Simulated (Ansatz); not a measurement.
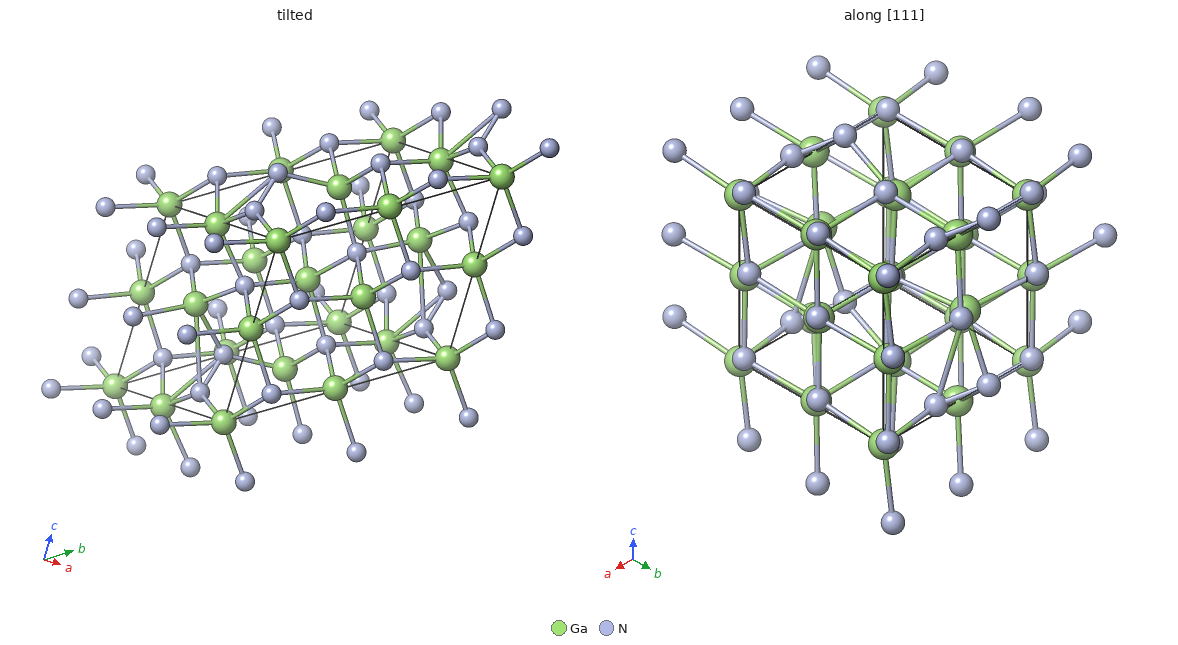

View slightly off an axis and along [111], drawn as a ball-and-stick model. The lines enclose the simulation cell; boundary atoms appear with their images. Some atoms of the next cells are drawn as well. Cell: a = 6.433 Å, b = 6.433 Å, c = 6.433 Å, α = 60.00°, β = 60.00°, γ = 60.00°.

The compound is Ga8N9. All rotations and mirrors are lost; the group is P1. Atoms per cell: 17 (8 Ga, 9 N).

Starting structure: a structure listed in the Materials Project, repeated into a supercell with a point defect put in. The cell was then strained or its atoms displaced on purpose. It went into a calculation with Ansatz.
